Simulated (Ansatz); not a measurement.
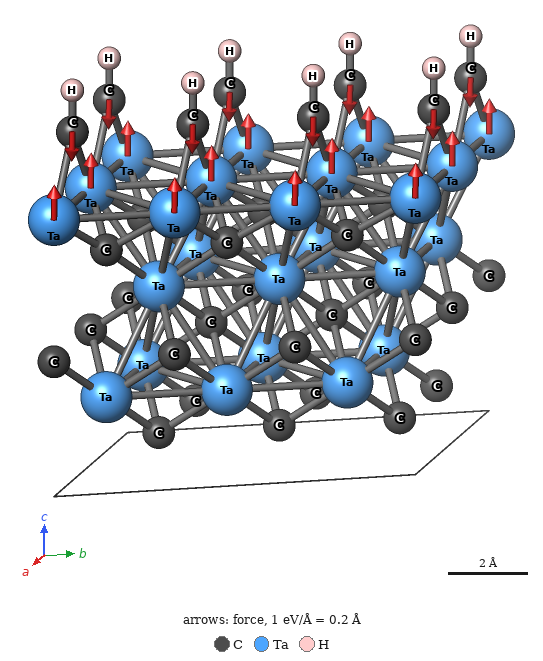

Starting geometry of a slab of composition Ta₃HC₄ (cut from the Fm-3m phase) with the computed forces as red arrows. Style: ball-and-stick. Shown: the 2 × 3 repeat of the cell, outlined in the plane, without the vacuum, slightly off an axis.

Case: CH put at a bridge Ta-Ta site. The slab is the (1 1 1) face of TaC with CH on it. 3 atoms are held fixed.

Method: Ansatz, DFT PBEsol, scalar-relativistic, plane waves, PAW.

Input file:
```yaml
crystal:
  lattice:
    - [3.1393032032, 0.0, 0.0]
    - [-1.5696516016, 2.7187163241, 0.0]
    - [0.0, 0.0, 26.5080758298]
  atoms:
    - { symbol: C, position: [0.3333333333, 0.6666666667, 0.3206569973] }
    - { symbol: Ta, position: [0.6666666667, 0.3333333333, 0.3690050997] }
    - { symbol: C, position: [0.0, 0.0, 0.4173532022] }
    - { symbol: Ta, position: [0.3333333333, 0.6666666667, 0.4664262615] }
    - { symbol: C, position: [0.6666666667, 0.3333333333, 0.5158297939] }
    - { symbol: Ta, position: [0.0, 0.0, 0.558787492] }
    - { symbol: C, position: [0.5, 1.0, 0.6304637619] }
    - { symbol: H, position: [0.5, 1.0, 0.6719605498] }
basis:
  ecutwfc: 420
kpoints:
  mp_grid: { grid: [9, 9, 1] }
hamiltonian:
  xc: pbesol
scf:
  occupations: { method: gaussian, width: 0.1 }
output:
  forces: true
  eigenvalues: true
  write_density: true
  write_potential: true
  elf: true
  volumetric_format: npy
relax:
  adjacent_minimum: "off"
  f_tol: 0.03
  max_steps: 70
  constraints: [{ sites: [0, 1, 2] }]
efield:
  axis: 3
  dipole_correction: true
  ramp_width: 0.04
```

Command:
```bash
ansatz run input.yaml --threads 2 --pin off --max-ram 5120MiB --backend cpu --events-out ev --progress --plain --runs-dir out
```

**What follows when this structure is relaxed?**

It isn't relaxed: the largest force vector, on Ta6, is 4.71 eV/Å. The final displacements follow the starting forces only in part (cosine between the two patterns 0.33). The energy falls by 1.881 eV per cell of the calculation in 11 geometry steps. Largest force component: 4.7 eV/Å at the start, 0.01 eV/Å at the end. The largest move is that of H8, 1.13 Å at 57° to the normal (−c side). Largest moves by element: H 1.13 Å, C 1.09 Å, Ta 0.14 Å. The cell stays as it was. Some distances before and after: Ta6–C7 3.317 → 2.155 Å, Ta6–C7 (another image) 2.465 → 2.138 Å, Ta4–Ta6 3.046 → 3.189 Å, C5–Ta6 2.141 → 2.246 Å. New bonds form, among them: Ta6–C7 (3.32 → 2.16 Å). Among the angles between lasting bonds that change: Ta6–C7–H8 140.4° → 123.4°, Ta6–C7–Ta6 79.1° → 94.5°, Ta6–C5–Ta6 94.3° → 89.0°.

Limits of the set-up: the periodic images lie only 3.1 Å apart, so the values are limited by the cell's size.
